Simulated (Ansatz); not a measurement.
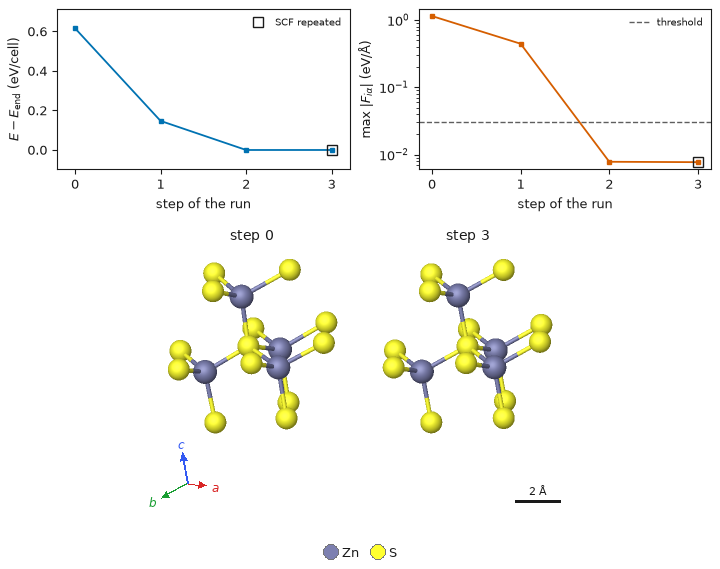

First and last geometry of a relaxation of a crystal of ZnS (set up in P1), with the history of the run. A ball-and-stick model of the atoms within 4.2 Å of the atom that moves most (axes of the cell of the calculation), seen from a free direction.

Computed with Ansatz, DFT PBE, scalar-relativistic, plane waves, PAW. (plane-wave cutoff 420 eV; k-point mesh 2 × 2 × 2; occupations gaussian; smearing width 0.02 eV; mesh shifted by (0.5, 0.5, 0.5); no spin polarisation; atoms relaxed in a fixed cell; force threshold 0.03 eV/Å; at most 25 steps)

> Read the history and describe the run.

It converged. The energy falls by 0.616 eV per cell of the calculation in 2 accepted moves (3 points after the start). Largest force component: 1.1 eV/Å at the start, 0.0077 eV/Å at the end. 1 step only repeated the SCF at the same geometry. The atom that moves furthest is an S atom (0.14 Å along [0 −2 −1]). By element the largest moves are S 0.14 Å, Zn 0.12 Å. The lattice vectors keep their values. Among the contacts that change: S–Zn 2.490 → 2.357 Å, S–Zn 2.462 → 2.358 Å, S–Zn 2.278 → 2.357 Å, S–Zn 2.431 → 2.357 Å. Among the angles between lasting bonds that change: Zn–S–Zn 104.4° → 109.5°, S–Zn–S 113.9° → 109.5°, Zn–S–Zn 113.8° → 109.5°. The space group (tolerance 0.01 Å) goes from P1 (No. 1) to F-43m (No. 216). Cost: 45 s on 8 threads of Arm Neoverse V1 (shared host), peak memory 2.3 GiB.

```tsv
step	E − E(0), meV/atom	largest force component, eV/Å	note
0	0.00	1.1458	
1	-14.66	0.4441	
2	-19.26	0.0078	
3	-19.26	0.0077	same geometry, SCF repeated
```
